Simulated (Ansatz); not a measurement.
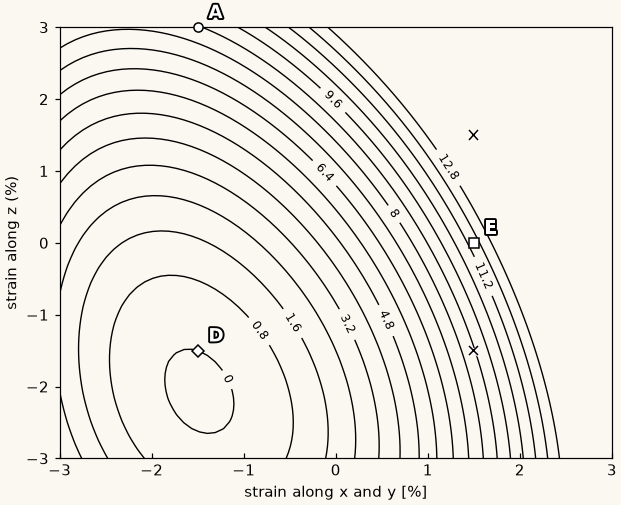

LiF (P6_3mc, No. 186; 4 atoms in the cell). 
- The cell is strained homogeneously, by one strain along x and y and another along z, with fractional coordinates fixed (x along [1 0 0], z along [0 0 1] of the conventional cell).
- The first coordinate is: strain along x and y; the second: strain along z.
- The scan uses a 5 × 5 grid. At 2 points there is no value.
- Energies are in meV/atom, from the lowest grid point.
- The reference cell is the one listed in the database, not relaxed at this level.
- Method: Ansatz, DFT LDA, scalar-relativistic, plane waves, PAW. Settings: cutoff 420 eV, k-mesh 9×9×6 in the order of the run's cell vectors, gaussian smearing 0.05 eV, no spin polarisation.

Drawn: contour lines labelled in meV/atom (none above 12.8), crosses at grid points without a value, lettered points. Between grid points the surface is interpolated.

### Rank the lettered points by energy, lowest first.

D (0.0 meV/atom), A (8.7 meV/atom), E (11.6 meV/atom).

### What kind of point is each of D, E: minimum, saddle, maximum or slope?

D: minimum; E: on a slope. (In these two coordinates alone; a stationary point may lie a little off the grid point.)
